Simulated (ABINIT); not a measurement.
## AlN (P6_3mc): refractive index against wavelength

The refractive index of AlN (P6_3mc) along x below the direct gap (4.22 eV on the mesh) is read from one computed spectrum, n = √(Re ε). x, y and z are the Cartesian axes of the input cell.

The structure is hexagonal, space group P6_3mc (No. 186). Conventional cell: a = 3.113 Å, b = 3.113 Å, c = 4.981 Å, α = 90.00°, β = 90.00°, γ = 120.00°. Al on site b is surrounded by 4 N at 1.89 Å. Around N on site b lie 4 Al at 1.89 Å.

Method: ABINIT 10.8.3, PBE, independent particles, k-mesh 12×12×7, Lorentzian half width 0.05 eV.

Launch of the response step: `optic optic.abi`. The run took 62 s, its band step included, on 4 threads of Intel(R) Xeon(R) Platinum 8488C (Sapphire Rapids) (shared host).

| wavelength (nm) | photon energy E (eV) | n |
| --- | --- | --- |
| 1310 | 0.946 | 2.1326 |
| 1064 | 1.165 | 2.1380 |
| 850 | 1.459 | ? |
| 700 | 1.771 | 2.1598 |
| 633 | 1.959 | 2.1687 |
| 532 | 2.331 | 2.1900 |
| 450 | 2.755 | 2.2210 |

In the single-oscillator model n² − 1 = E₀E_d/(E₀² − E²), so 1/(n² − 1) = E₀/E_d − E²/(E₀E_d) is linear in E².

Working, on the rows shown:

| x = E² (eV²) | y = 1/(n² − 1) |
| --- | --- |
| 0.895757 | 0.28185 |
| 1.35784 | 0.28003 |
| 3.13716 | 0.272871 |
| 3.83641 | 0.270032 |
| 5.43137 | 0.263428 |
| 7.59115 | 0.254269 |

Means: x̄ = 3.7083, ȳ = 0.27041. Σ(x − x̄)(y − ȳ) = -0.1309, Σ(x − x̄)² = 31.82. Slope = -0.1309 / 31.82 = -0.004115; intercept = ȳ − slope · x̄ = 0.28567. Turned back into n, the line misses the rows shown by at most 0.00058.

Q: What does the fit predict for the withheld row, and how well does it do?

A: At x = 2.1276 the line gives y = 0.27692, that is 2.1474. The run gave 2.1473, so the interpolation is off by 6.7e-05, 0.1 % of the range in the table.

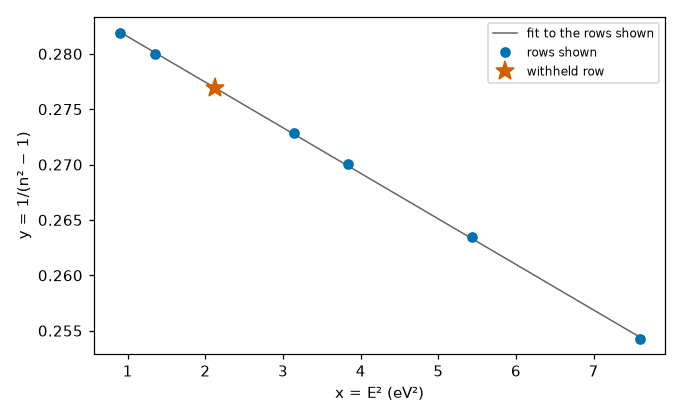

Refitted with all rows, the slope is -0.004116 and the intercept 0.28568. These give E₀ = √(intercept/−slope) = 8.33 eV and E_d = E₀/intercept = 29.2 eV; E₀ is 2.0 times the direct gap. The electronic limit at long wavelengths, without lattice vibrations, is n = √(1 + 1/intercept) = 2.121. The cell comes from an older database entry, whose edges can be off by a per cent or so. Excitons are left out and so are local fields; PBE gaps are as a rule too small. The values come from a sum over the points of one k-mesh and carry its error, which grows as the direct gap shrinks.
